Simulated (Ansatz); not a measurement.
SnSe

The calculation's input:

```
crystal:
  lattice:
    - [5.744179, 0.0, 0.0]
    - [0.0, 13.13297, 0.0]
    - [0.0, 0.0, 3.045758]
  atoms:
    - { symbol: Sn, position: [0.5, 0.370242, 0.913276] }
    - { symbol: Sn, position: [0.5, 0.629758, 0.913276] }
    - { symbol: Sn, position: [0.0, 0.870242, 0.086724] }
    - { symbol: Sn, position: [0.0, 0.129758, 0.086724] }
    - { symbol: Se, position: [0.5, 0.160812, 0.030988] }
    - { symbol: Se, position: [0.5, 0.839188, 0.030988] }
    - { symbol: Se, position: [0.0, 0.660812, 0.969012] }
    - { symbol: Se, position: [0.0, 0.339188, 0.969012] }
basis:
  ecutwfc: 500
kpoints:
  mp_grid: { grid: [6, 4, 12] }
hamiltonian:
  xc: r2scan
scf:
  occupations: { method: gaussian, width: 0.1 }
output:
  forces: true
  stress: true
  eigenvalues: true
  write_density: true
  write_potential: true
  elf: true
  volumetric_format: npy
relax:
  adjacent_minimum: "off"
  f_tol: 0.005
  max_steps: 80
  cell: { stress_tol: 0.05 }
```

Run with:

```sh
ansatz run input.yaml --threads 2 --pin off --max-ram 5120MiB --backend cpu --events-out ev --progress --plain --runs-dir out
```

Below, planes, directions and counts refer to the conventional cell (a = 5.80 Å, b = 12.21 Å, c = 3.04 Å, α = 90.00°, β = 90.00°, γ = 90.00°).

The fields are those of the run's last geometry, not of the input's.

Space group Cmmm; a structure from a database of computed crystals, not necessarily the ambient phase.

Theory: DFT r2SCAN, scalar-relativistic, plane waves, PAW (Ansatz 0.2.0).

The density is the valence pseudo-density of a PAW calculation; it isn't the true density close to the nuclei.

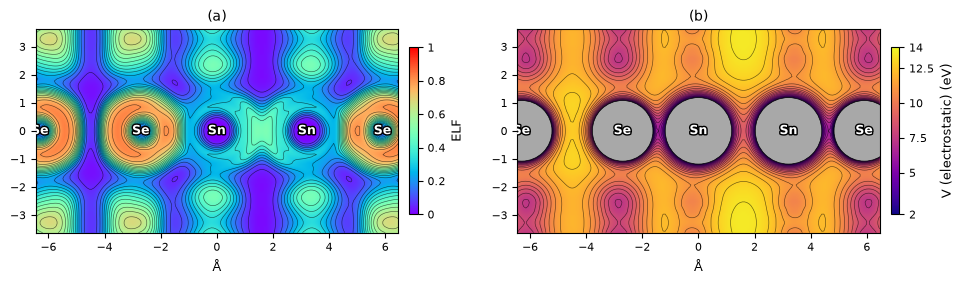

Figure 1. (a) electron localisation function; (b) electrostatic potential (local pseudopotential plus Hartree) felt by an electron on the (101) plane of the conventional cell. Grey discs cover the atomic cores in the potential map.

Interpret the plot.

The plane passes through Sn and Se nuclei. Sn–Se (2.70 Å): the ELF is about 0.60 at the midpoint. The ELF also peaks beside Se, away from the bonds: lone-pair regions. Outside the cores the potential energy rises away from the atoms and is highest about 2.3 Å from the nearest atoms; its zero is arbitrary.

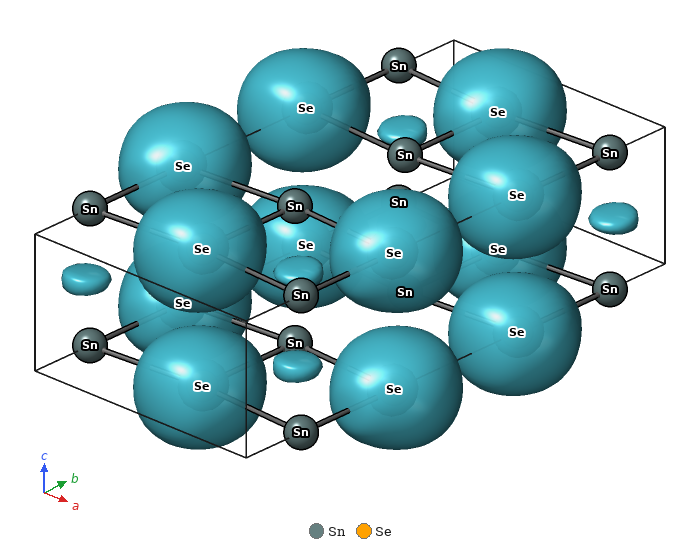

Figure 2. Isosurface of the electron localisation function at 0.6 (cyan), seen at an oblique angle. Only the valence region is drawn (cores and ρ < 0.01 e/Å³ removed). Sticks mark near contacts.

Where are the electrons localised?

At this value the surface marks out four regions on Se in which the atom's valence shell and bonds are merged and four regions wrapped around Sn (the valence shell of each), counted in one cell of 8 atoms. Regions shared between cells count once. Along the contacts the grid gives the following. Sn–Se (2.91 Å): the ELF is about 0.45 at the midpoint and 0.25 at its lowest between the atoms.

Does the calculation make it a metal, or give it a gap?

It is metallic or semimetallic at this level of theory: no gap opens.
